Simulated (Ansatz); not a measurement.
# A defect in a wire: Al wire of staggered 3-rings, Pd in place of one Al

Aim: how much does this defect scatter, and at which energies?

Main program and level: Ansatz 0.2.0; DFT PBE, plane waves, PAW; relaxation of a wire's period, in the first sound run; inputs show where later runs differ.

### 1. The structure

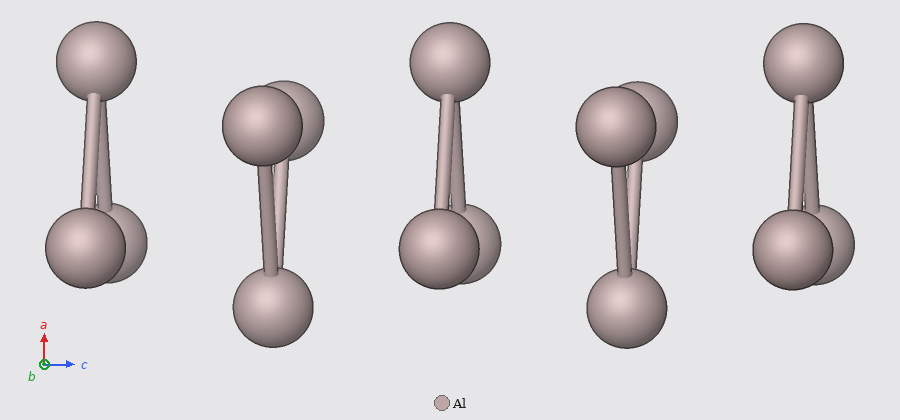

The starting structure, seen from the side, with the c axis across the page (aluminium light grey). 1×1×2 cells are drawn. Some periodic images of atoms are drawn too.

The cell holds 6 atoms: 6 Al. Cell: a = 10.033 Å, b = 9.600 Å, c = 4.685 Å, α = 90.0°, β = 90.0°, γ = 90.0°. Vacuum lies along a and b. The structure's axis is c.

### 2. Relaxing the period

Band widths follow the bond lengths, so the wire is relaxed first. The atoms and the third cell vector are free; the box across stays fixed as vacuum. A Fermi-Dirac smearing is set since the result may be a metal. The pressure printed is a third of the stress's trace over the whole box, vacuum included; only the stress along the axis is relaxed.

input.yaml

```yaml
crystal:
  lattice:
    - [10.033, 0.0, 0.0]
    - [0.0, 9.6, 0.0]
    - [0.0, 0.0, 4.6850066894]
  atoms:
    - { symbol: Al, position: [0.419432704, 0.645789288, 0.0] }
    - { symbol: Al, position: [0.419432704, 0.354166667, 0.0] }
    - { symbol: Al, position: [0.661085743, 0.499977978, 0.0] }
    - { symbol: Al, position: [0.33888169, 0.499977978, 0.5] }
    - { symbol: Al, position: [0.58053473, 0.645789288, 0.5] }
    - { symbol: Al, position: [0.58053473, 0.354166667, 0.5] }
kpoints:
  mp_grid: { grid: [1, 1, 18] }
scf:
  occupations: { method: fermi_dirac, width: 0.05 }
hamiltonian:
  xc: pbe
relax:
  cell: { fix: [a, b, alpha, beta, gamma] }
  max_steps: 60
```

Command:

```
> ansatz run input.yaml --threads 4 --pin off --max-ram 16384MiB --backend cpu --events-out ev --progress --plain --runs-dir out
```

Numbers of over 12 decimals in the logs are rounded to 6 here.

Log:

```text
Engine: ansatz 0.2.0, aarch64-unknown-linux-gnu
Pseudopotentials: kind: paw
Pseudopotential: Al, paw, valence charge 3, recommended cutoff 420 eV (normal), Al.paw.azcp
Functional definition: PBE
  parameter kappa = 0.804
  parameter beta = 0.066725
  exchange = pbe_x(kappa = kappa, mu = beta*pi^2/3)
  correlation = pbe_c(beta = beta)
Crystal: 6 atoms, lattice volume = 451.245 Å³
Basis set: ecut = 420 eV, 8795 PW (Γ), exchange–correlation on 144×144×64 points (8 copies of the dense FFT grid, shifted against one another)
Bands: 15, of which v1, the nominal top of the filled ones, is band 9 counted from 1 (8 counted from 0)
Symmetry: 8 space group operations
Space group: Pmma (ITA 51), of the structure as read, at distance tolerance 7.7e-5 Å
k-points: 10 of 18
Non-local potential: Al, projectors of the file, l = 0: 2, l = 1: 2, l = 2: 1
PAW form: soft (Blöchl's): semilocal exchange-correlation on the pseudo side does not see the compensation charge
PAW one-centre angular grid: Al, 110 points (default); XC on 64 Gauss nodes
Initial density: superposition of atomic densities (neutral atoms: chi_scale 0, normalization atom), corrected by the library's trained network
Initial wavefunctions: pseudopotential atomic-orbital guess
Functional: x = pbe(κ = 0.804, μ = 0.219515), c = pbe(β = 0.066725)
SCF iter   1: F=—  HF=-3220.038030 eV  |F-HF|=—  |Δ(HF+E_count)|=         —  Δρ=1.27e-3  dr2=1.56e-2  ethr=1.77e-3  ⟨swp⟩=9.3  Hψ=1171  notcnv=0
preconditioner: auto → LDOS  [insulator: Δε(μ)=0.209 eV  Ē_g=5.066 eV  σ=0.050 eV  W_gap=0.78  n_scr=30 (ndim 8)  ℏωp=7.4 eV  f_vac=0.424  D(μ)=1.47/eV (n_scr^D=4)  ε∞_Penn≈3.1  β→1.0]
SCF iter   2: F=—  HF=-3220.039018 eV  |F-HF|=—  |Δ(HF+E_count)|=   9.88e-4  Δρ=4.49e-4  dr2=2.81e-3  ethr=8.64e-5  ⟨swp⟩=2.0  Hψ=376  notcnv=0  defer=4
SCF iter   3: F=—  HF=-3220.038897 eV  |F-HF|=—  |Δ(HF+E_count)|=   1.21e-4  Δρ=1.49e-4  dr2=3.80e-4  ethr=1.56e-5  ⟨swp⟩=2.2  Hψ=233  notcnv=0  defer=4
SCF iter   4: F=—  HF=-3220.038865 eV  |F-HF|=—  |Δ(HF+E_count)|=   3.27e-5  Δρ=3.27e-5  dr2=1.22e-5  ethr=2.11e-6  ⟨swp⟩=2.2  Hψ=222  notcnv=0  defer=4
SCF iter   5: F=—  HF=-3220.038953 eV  |F-HF|=—  |Δ(HF+E_count)|=   8.87e-5  Δρ=6.19e-6  dr2=5.33e-7  ethr=6.77e-8  ⟨swp⟩=2.2  Hψ=248  notcnv=0  defer=4
SCF iter   6: F=-3220.038953 eV  HF=-3220.038953 eV  |F-HF|=3.17e-10  |Δ(HF+E_count)|=   9.71e-8  Δρ=6.69e-7  dr2=4.60e-9  ethr=5.56e-10  ⟨swp⟩=5.1  Hψ=564  notcnv=0
SCF 1 converged in 6 iterations: F = -3220.038953 eV  dr2 = 4.60e-9
  greatest PAW one-centre occupation: 0.497 electrons in one spin orbital (limit 2), on the Al atom at site 5 (counted from 0), in its partial waves of l = 0
relax step   1: F+E_penalty+E_count = -3220.03895343 eV  Δ(F+E_penalty+E_count) = +0.000e0 eV  max|allowed force component| = 4.769e-2 eV/Å  Δτ_max = 0.0000 Å  P = -1.232 GPa  Ω = 451.245 Å³  fix = [a, b, alpha, beta, gamma]  reactions: a -0.248, b -0.278 GPa  (6 SCF iters, dr2 threshold 1.00e-7 eV, accepted)
Crystal: 6 atoms, lattice volume = 429.221 Å³
Basis set: ecut = 420 eV, 8415 PW (Γ), exchange–correlation on 144×144×64 points (8 copies of the dense FFT grid, shifted against one another)
Initial density: handed on by an earlier stage of this run
Initial wavefunctions: those handed on with the density
iter 1 solved again at ethr=5.34e-4 eV; its pass at ethr=3.10e-3 eV (dr2=9.61e-2 eV) is discarded
SCF iter   1: F=—  HF=-3220.352454 eV  |F-HF|=—  |Δ(HF+E_count)|=         —  Δρ=2.12e-3  dr2=1.02e-1  ethr=5.34e-4  ⟨swp⟩=1.2  Hψ=1187  notcnv=0
preconditioner: auto → LDOS  [insulator: Δε(μ)=0.122 eV  Ē_g=5.240 eV  σ=0.050 eV  W_gap=0.54  n_scr=30 (ndim 8)  ℏωp=7.6 eV  f_vac=0.423  D(μ)=2.64/eV (n_scr^D=8)  ε∞_Penn≈3.1  β→1.0]
SCF iter   2: F=—  HF=-3220.332847 eV  |F-HF|=—  |Δ(HF+E_count)|=   1.96e-2  Δρ=1.68e-3  dr2=4.93e-2  ethr=5.34e-4  ⟨swp⟩=3.0  Hψ=297  notcnv=0
SCF iter   3: F=—  HF=-3220.326801 eV  |F-HF|=—  |Δ(HF+E_count)|=   6.05e-3  Δρ=2.18e-4  dr2=1.06e-3  ethr=2.74e-4  ⟨swp⟩=2.2  Hψ=270  notcnv=0
SCF iter   4: F=—  HF=-3220.326616 eV  |F-HF|=—  |Δ(HF+E_count)|=   1.85e-4  Δρ=4.63e-5  dr2=1.63e-5  ethr=5.87e-6  ⟨swp⟩=2.1  Hψ=317  notcnv=0
SCF iter   5: F=—  HF=-3220.326796 eV  |F-HF|=—  |Δ(HF+E_count)|=   1.80e-4  Δρ=7.47e-6  dr2=2.41e-7  ethr=3.33e-9  ⟨swp⟩=4.7  Hψ=741  notcnv=0
SCF iter   6: F=-3220.326796 eV  HF=-3220.326796 eV  |F-HF|=5.07e-9  |Δ(HF+E_count)|=   3.49e-7  Δρ=1.42e-6  dr2=1.49e-8  ethr=1.34e-9  ⟨swp⟩=2.9  Hψ=568  notcnv=0
SCF 2 converged in 6 iterations: F = -3220.326796 eV  dr2 = 1.49e-8
relax step   2: F+E_penalty+E_count = -3220.32679595 eV  Δ(F+E_penalty+E_count) = -2.878e-1 eV  max|allowed force component| = 3.876e-2 eV/Å  Δτ_max = 0.0104 Å  P = -0.612 GPa  Ω = 429.221 Å³  energy of the carried Pulay correction = +1.767e-3 eV  fix = [a, b, alpha, beta, gamma]  reactions: a -0.235, b -0.311 GPa  (6 SCF iters, dr2 threshold 6.00e-7 eV, accepted)
Crystal: 6 atoms, lattice volume = 414.317 Å³
Basis set: ecut = 420 eV, 8063 PW (Γ), exchange–correlation on 144×144×64 points (8 copies of the dense FFT grid, shifted against one another)
iter 1 solved again at ethr=2.37e-4 eV; its pass at ethr=3.10e-3 eV (dr2=4.27e-2 eV) is discarded
SCF iter   1: F=—  HF=-3220.406482 eV  |F-HF|=—  |Δ(HF+E_count)|=         —  Δρ=1.48e-3  dr2=4.40e-2  ethr=2.37e-4  ⟨swp⟩=1.4  Hψ=1194  notcnv=0
preconditioner: auto → LDOS  [metal: Δε(μ)=0.038 eV  Ē_g=5.342 eV  σ=0.050 eV  W_gap=0.19  n_scr=30 (ndim 8)  ℏωp=7.7 eV  f_vac=0.430  D(μ)=4.11/eV (n_scr^D=12)  β→1.0]
SCF iter   2: F=—  HF=-3220.393804 eV  |F-HF|=—  |Δ(HF+E_count)|=   1.27e-2  Δρ=9.52e-4  dr2=8.77e-3  ethr=2.37e-4  ⟨swp⟩=2.6  Hψ=278  notcnv=0
SCF iter   3: F=—  HF=-3220.394292 eV  |F-HF|=—  |Δ(HF+E_count)|=   4.88e-4  Δρ=1.60e-4  dr2=7.20e-4  ethr=4.87e-5  ⟨swp⟩=2.1  Hψ=285  notcnv=0
SCF iter   4: F=—  HF=-3220.394188 eV  |F-HF|=—  |Δ(HF+E_count)|=   1.04e-4  Δρ=3.74e-5  dr2=2.22e-5  ethr=4.00e-6  ⟨swp⟩=2.1  Hψ=230  notcnv=0
SCF iter   5: F=—  HF=-3220.394277 eV  |F-HF|=—  |Δ(HF+E_count)|=   8.89e-5  Δρ=6.39e-6  dr2=5.68e-7  ethr=3.33e-9  ⟨swp⟩=4.5  Hψ=729  notcnv=0
SCF iter   6: F=-3220.394277 eV  HF=-3220.394277 eV  |F-HF|=3.71e-9  |Δ(HF+E_count)|=   1.17e-7  Δρ=1.55e-6  dr2=1.78e-8  ethr=3.15e-9  ⟨swp⟩=3.1  Hψ=594  notcnv=0
SCF 3 converged in 6 iterations: F = -3220.394277 eV  dr2 = 1.78e-8
relax step   3: F+E_penalty+E_count = -3220.39427737 eV  Δ(F+E_penalty+E_count) = -6.748e-2 eV  max|allowed force component| = 1.547e-1 eV/Å  Δτ_max = 0.0080 Å  P = +0.108 GPa  Ω = 414.317 Å³  energy of the carried Pulay correction = +3.014e-3 eV  fix = [a, b, alpha, beta, gamma]  reactions: a +0.120, b +0.081 GPa  (6 SCF iters, dr2 threshold 6.00e-7 eV, accepted)
[...]
relax step   4: F+E_penalty+E_count = -3220.39042640 eV  Δ(F+E_penalty+E_count) = +3.851e-3 eV  max|allowed force component| = 8.093e-2 eV/Å  Δτ_max = 0.0519 Å  P = -0.200 GPa  Ω = 408.765 Å³  energy of the carried Pulay correction = +3.489e-3 eV  fix = [a, b, alpha, beta, gamma]  (5 SCF iters, dr2 threshold 6.00e-7 eV, rejected (line search))
[...]
relax step   5: F+E_penalty+E_count = -3220.40403563 eV  Δ(F+E_penalty+E_count) = -9.758e-3 eV  max|allowed force component| = 9.147e-3 eV/Å  Δτ_max = 0.0242 Å  P = -0.106 GPa  Ω = 413.156 Å³  energy of the carried Pulay correction = +3.113e-3 eV  fix = [a, b, alpha, beta, gamma]  reactions: a -0.188, b -0.242 GPa  (8 SCF iters, accepted)
[...]
relax step   6: F+E_penalty+E_count = -3220.40372971 eV  Δ(F+E_penalty+E_count) = +3.059e-4 eV  max|allowed force component| = 3.110e-2 eV/Å  Δτ_max = 0.0133 Å  P = -0.128 GPa  Ω = 414.487 Å³  energy of the carried Pulay correction = +2.999e-3 eV  fix = [a, b, alpha, beta, gamma]  (6 SCF iters, dr2 threshold 3.03e-8 eV, rejected (line search))
[...]
relax step   7: F+E_penalty+E_count = -3220.40436421 eV  Δ(F+E_penalty+E_count) = -3.286e-4 eV  max|allowed force component| = 3.761e-3 eV/Å  Δτ_max = 0.0029 Å  P = -0.135 GPa  Ω = 413.892 Å³  energy of the carried Pulay correction = +3.050e-3 eV  fix = [a, b, alpha, beta, gamma]  reactions: a -0.182, b -0.248 GPa  (7 SCF iters, accepted)
Basis set: ecut = 420 eV, 8063 PW (Γ), exchange–correlation on 144×144×60 points (8 copies of the dense FFT grid, shifted against one another)
Initial wavefunctions: pseudopotential atomic-orbital guess (no wavefunctions were taken with the density)
iter 1 solved again at ethr=1.06e-6 eV; its pass at ethr=3.10e-3 eV (dr2=1.91e-4 eV) is discarded
SCF iter   1: F=—  HF=-3220.402821 eV  |F-HF|=—  |Δ(HF+E_count)|=         —  Δρ=2.39e-5  dr2=2.20e-7  ethr=1.06e-6  ⟨swp⟩=3.5  Hψ=1561  notcnv=0
eigensolver tolerance schedule: the retry pair's looser diagonalisation over-reported the residual by 867.17 of it (diagonalisation noise at 0.42 of the residual, at the tolerance the schedule requests for it); recorded, not acted on — ethr = c·dr2/N_el stays at c = 1.0e-1
preconditioner: auto → LDOS  [metal: Δε(μ)=0.028 eV  Ē_g=5.244 eV  σ=0.050 eV  W_gap=0.14  n_scr=30 (ndim 8)  ℏωp=7.7 eV  f_vac=0.429  D(μ)=5.24/eV (n_scr^D=22)  β→1.0]
SCF iter   2: F=—  HF=-3220.402954 eV  |F-HF|=—  |Δ(HF+E_count)|=   1.33e-4  Δρ=1.41e-6  dr2=9.66e-9  ethr=1.22e-9  ⟨swp⟩=3.0  Hψ=326  notcnv=0
SCF iter   3: F=—  HF=-3220.402954 eV  |F-HF|=—  |Δ(HF+E_count)|=   6.07e-9  Δρ=3.66e-7  dr2=1.26e-9  ethr=5.36e-11  ⟨swp⟩=2.2  Hψ=243  notcnv=0
SCF iter   4: F=—  HF=-3220.402954 eV  |F-HF|=—  |Δ(HF+E_count)|=  1.70e-10  Δρ=9.33e-8  dr2=1.03e-10  ethr=7.00e-12  ⟨swp⟩=2.5  Hψ=241  notcnv=0
SCF iter   5: F=-3220.402954 eV  HF=-3220.402954 eV  |F-HF|=1.82e-12  |Δ(HF+E_count)|=  1.32e-11  Δρ=3.16e-8  dr2=9.38e-12  ethr=1.00e-12  ⟨swp⟩=5.0  Hψ=527  notcnv=0
SCF 8 converged in 5 iterations: F = -3220.402954 eV  dr2 = 9.38e-12
relax step   8: F+E_penalty+E_count = -3220.40295397 eV  Δ(F+E_penalty+E_count) = +1.410e-3 eV  max|allowed force component| = 3.780e-3 eV/Å  Δτ_max = 0.0000 Å  P = -0.142 GPa  Ω = 413.892 Å³  fix = [a, b, alpha, beta, gamma]  reactions: a -0.187, b -0.253 GPa  stress off target by 1.32e-2 GPa on what of the cell is left free  SCF on the basis re-selected at this cell (its energy is not comparable with the rows above)  (5 SCF iters)
basis re-selected at this cell: Δ(F+E_penalty+E_count) = +1.410e-3 eV, ΔP = -0.007 GPa vs the last step (what re-selecting the basis moved, of the pressure what is left beyond the Pulay correction that the steps carried, after the strain that the cell walked since its last selection, with what the two solves' SCF thresholds leave and, on support functions, any second-order correction that the steps lacked; it is no measure of the basis error at this ecutwfc). The dense FFT grid was sized anew with the basis: this SCF ran on 72×72×30 points, the steps before it on 72×72×32, so part of this shift can come from that change (see relax.cell in the input reference). [rest of the remark cut]
SCF converged after 5 iterations
Free energy (F): -3220.402954 eV
Harris-Foulkes:  -3220.402954 eV  (|F-HF|=1.82e-12)
Internal energy: -3220.365702 eV  (E = F + TS)
E sigma→0 (E₀):  -3220.384328 eV
Entropy (-TS):   -0.037252 eV (-6.209 meV/atom)
Fermi energy:    -1.208228 eV
--- Per-component energies (eV) ---
  E_band       = -84.481265
  E_kinetic    = 120.411410
  E_local      = -765.155043  (includes V_loc(G=0)·N_el)
  E_nonlocal   = 66.364626
  E_hartree    = 337.781324
  E_xc         = -228.061693
  E_vxc        = -159.525189  (∫ρ·V_xc dr)
  E_paw        = -2804.065947  (= ΣΔE_a)
  E_vpaw       = -22.139638  (= ΣTr[D̂ρ^β])
  E_aug_tail   = -0.000012  (compensation charges beyond the density's cutoff)
  E_ewald      = 52.359634
  E_smearing   = -0.037252  (= −TS)
  E_closure    = -0.000000  (closes the sum)
  Σ components = -3220.402954   (vs F -3220.402954, Δ=0.00e0)
--- Forces (eV/Å), atoms counted from 1 ---
  atom   1  Al     0.00377968    -0.00086562     0.00000000
  atom   2  Al     0.00377968     0.00086562     0.00000000
  atom   3  Al    -0.00369667     0.00000000     0.00000000
  atom   4  Al     0.00369667     0.00000000     0.00000000
  atom   5  Al    -0.00377968    -0.00086562     0.00000000
  atom   6  Al    -0.00377968     0.00086562     0.00000000
  max |Σ_I F_I| component: 0.00e0 eV/Å
--- Stress (GPa, compression-positive) ---
       -0.186935       0.000000       0.000000
        0.000000      -0.253076       0.000000
        0.000000       0.000000       0.013158
  P = ⅓ Tr σ = -0.1423 GPa (-1.423 kbar)
--- Relaxed structure (7 steps of the walk, 5 accepted, 1 SCFs on fresh bases) ---
  F+E_penalty+E_count = -3220.40295397 eV   max|allowed force component| = 3.780e-3 eV/Å   (the final SCF, on the basis selected at the relaxed cell)
  cell:  # Å, volume = 413.8923 Å³
    - [10.033, 0.0, 0.0]
    - [0.0, 9.6, 0.0]
    - [0.0, 0.0, 4.297198]
  atoms:
    - { symbol: Al, position: [0.418532, 0.648345, 0.0] }
    - { symbol: Al, position: [0.418532, 0.351611, 0.0] }
    - { symbol: Al, position: [0.663899, 0.499978, 0.0] }
    - { symbol: Al, position: [0.336069, 0.499978, 0.5] }
    - { symbol: Al, position: [0.581436, 0.648345, 0.5] }
    - { symbol: Al, position: [0.581436, 0.351611, 0.5] }
```

Elapsed: 12 s, on 4 threads of Arm Neoverse V1, shared host; peak memory 0.62 GiB; 45 s of CPU time.

Step by step:

```tsv
step	energy less that of the first step (eV)	largest force component (eV/Å)	pressure (GPa)	volume (Å³)
1	0.0000	0.0477	-1.23	451.24
2	-0.2878	0.0388	-0.61	429.22
3	-0.3553	0.1547	0.11	414.32
4	-0.3515	0.0809	-0.20	408.77
5	-0.3651	0.0091	-0.11	413.16
6	-0.3648	0.0311	-0.13	414.49
7	-0.3654	0.0038	-0.14	413.89
8*	-0.3640	0.0038	-0.14	413.89
```

Relaxation steps marked * repeat the geometry before them on a plane-wave basis chosen anew for their cell, so energy and pressure can jump there. Relaxation steps 4, 6 were tried and not accepted.

The run keeps the 8 symmetry operations that it works with, so distortions that break them were not tested.

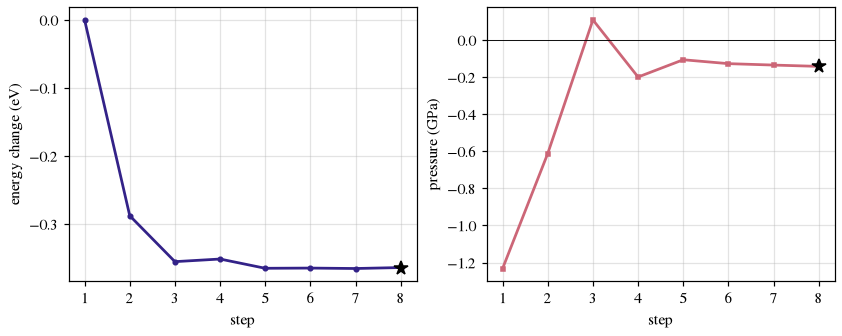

Energy and pressure along the relaxation. Stars mark steps on a basis chosen anew.

```tsv
cell as run	before	after	change
c (Å)	4.685	4.297	-8.3 %
```

The atoms that moved most (Å, along periodic axes as changes of fractional coordinates times the final cell, across vacuum about the mean position):

```tsv
atom	dx	dy	dz	length
Al3	0.028	0.000	0.000	0.028
Al4	-0.028	0.000	0.000	0.028
Al1	-0.009	0.025	0.000	0.026
Al5	0.009	0.025	0.000	0.026
Al2	-0.009	-0.025	0.000	0.026
Al6	0.009	-0.025	0.000	0.026
```

This step gave:

| Item | Value |
| --- | --- |
| energy at zero smearing | -3220.3843 eV |
| cell length along the wire | 4.297 Å |

The cell's length comes to 4.297 Å with spin left out.

[end of part 1 of 4]

[Logs are printed without paths, hosts, clocks, repeated set-up lines and the standing remarks that a program may print on its own settings, such as how far it seeks lower states.]

[Hosts, paths, dates, database ids (printed as entryN), source tags and the programs' standing remarks are cut or masked in the printed files.]
